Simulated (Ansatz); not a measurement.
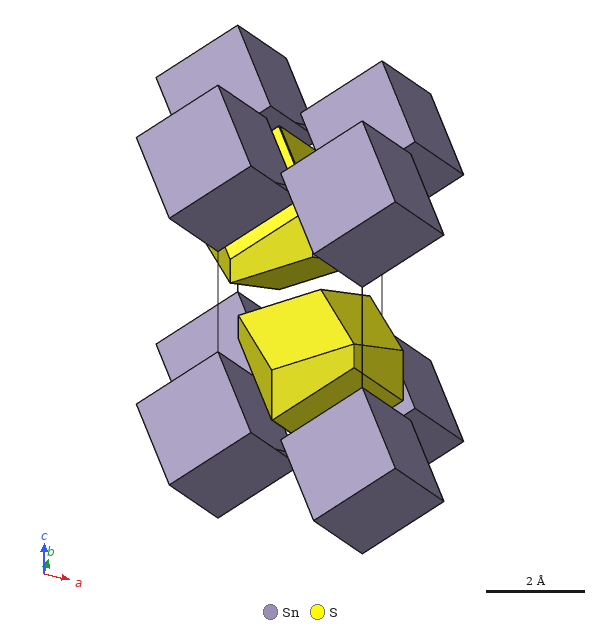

Computed Voronoi cells of the atoms in the unit cell of SnS2 (space group P-3m1 (No. 164), a = 3.670 Å, b = 3.670 Å, c = 5.800 Å, α = 90.00°, β = 90.00°, γ = 120.00°), coloured by the element inside, shrunk a little to part them. Origin: coordinates from a relaxation with DFT PBE+D3(BJ), scalar-relativistic, plane waves, PAW in Ansatz 0.2.0.

```tsv
site	Wyckoff	x	y	z
Sn	1a	0.0000	0.0000	0.0000
S	2d	0.6667	0.3333	0.2548
```

> What share of the volume falls to each element, and how large are the cells?

S: 25.2 Å³ per atom, 75 % of the volume; Sn: 17.2 Å³ per atom, 25 % of the volume. The partition uses no radii, so it reflects positions alone and not ionic sizes.

> What shape is the cell of Sn?

Topologically a cube (six four-edged faces); index ⟨0,6,0,0⟩, 6 faces.
